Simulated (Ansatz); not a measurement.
Consider NiGe.

```yaml
crystal:
  lattice:
    - [5.44395, 0.00000, 0.00000]
    - [0.00000, 0.00000, -5.44395]
    - [0.00000, 5.44395, 0.00000]
  atoms:
    - { symbol: Ni, position: [0.50000, 0.50000, 0.00000] }
    - { symbol: Ni, position: [0.00000, 0.50000, 0.50000] }
    - { symbol: Ni, position: [0.00000, 0.00000, 0.00000] }
    - { symbol: Ni, position: [0.50000, 0.00000, 0.50000] }
    - { symbol: Ge, position: [0.25000, 0.75000, 0.25000] }
    - { symbol: Ge, position: [0.75000, 0.75000, 0.75000] }
    - { symbol: Ge, position: [0.75000, 0.25000, 0.25000] }
    - { symbol: Ge, position: [0.25000, 0.25000, 0.75000] }
```

Space group F-43m; started from the zinc blende prototype, which need not be the ambient phase; computed pressure about −8 GPa in this cell; the program warned that a starting moment wasn't kept; spin-polarised, but the moments vanished.

Level of theory: Ansatz, DFT PBEsol, scalar-relativistic, plane waves, PAW.

### What will maps of the valence pseudo-density and electron localisation function show?

Ni–Ge (2.36 Å): ρ at the midpoint is about 0.47 e/Å³; the ELF is about 0.45 at the midpoint.

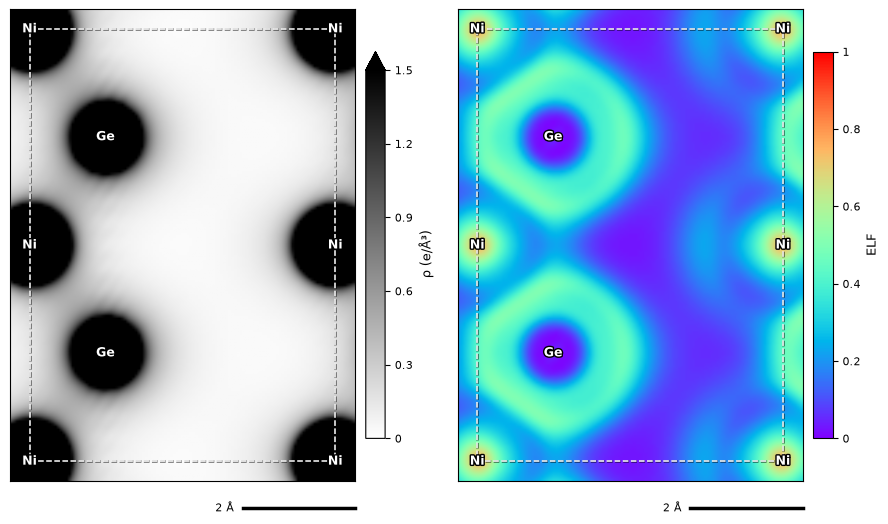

Computed valence pseudo-density and electron localisation function on the (110) plane of the conventional cell, in this order. 

Core electrons are frozen (PAW), and the valence fields are smoothed inside the atomic spheres.
